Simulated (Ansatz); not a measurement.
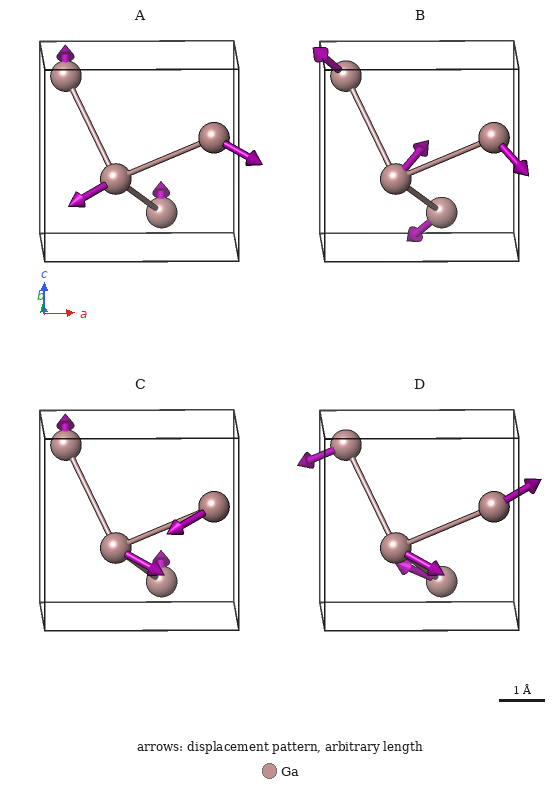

Four optical modes of a crystal of Ga (a generated structure) at the zone centre, in no order (one member of each degenerate set). The purple arrows give the relative displacements of the atoms. Style: ball-and-stick. Shown: the cell of the calculation, from a free direction.

Theory: DFT PBE, scalar-relativistic, plane waves, PAW (Ansatz). Settings: plane-wave cutoff 420 eV; k-point mesh 10 × 10 × 10; occupations fermi dirac; smearing width 0.15 eV; no spin polarisation.

The frequencies depend somewhat on the k-mesh and the smearing.

Q: Order them from the lowest to the highest frequency (imaginary ones first).

A: B (14i cm⁻¹), D (86 cm⁻¹), A (126 cm⁻¹), C (181 cm⁻¹). B, A₂: Atoms of one kind move against one another, with no net shift of their sublattice. D, E: Atoms of one kind move against one another, with no net shift of their sublattice. A, T₁: Atoms of one kind move against one another, with no net shift of their sublattice. C, T₂: Atoms of one kind move against one another, with no net shift of their sublattice. The crystal is metallic in this run.
